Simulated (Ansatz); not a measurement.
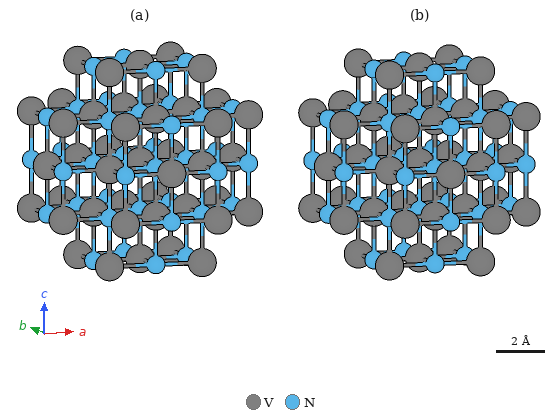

The structure of a crystal of VN (set up in Fm-3m) (coarse preliminary run) before (left) and after (right) a relaxation, at one scale.

Style: ball-and-stick. Shown: the conventional cell (4 times the calculation's cell), slightly off an axis. Lengths and directions refer to the drawn axes.

Case: the second end member.

The calculation used Ansatz, DFT PBEsol, scalar-relativistic, plane waves, PAW. (plane-wave cutoff 420 eV; k-point mesh 8 × 8 × 8; occupations gaussian; smearing width 0.1 eV; no spin polarisation; cell and atoms relaxed; force threshold 0.05 eV/Å; at most 80 steps)

Q: Summarise the run.

A: No atom moves by more than 0.005 Å relative to the cell. The volume changes by −5.2 %, with a = b = c 4.145 → 4.072 Å (−1.7 %). Among the contacts that change: V–V 2.931 → 2.880 Å, N–V 2.072 → 2.036 Å. The space group stays Fm-3m (No. 225). The energy falls by 23.8 meV per atom in 2 accepted moves (3 points after the start). All forces vanish by symmetry, so only the cell relaxes. The pressure goes from −16.05 to 0.22 GPa. At 1 point the geometry stayed and the basis and grid were re-selected for the new cell (energy shift of 1.3 meV per atom at most each time).
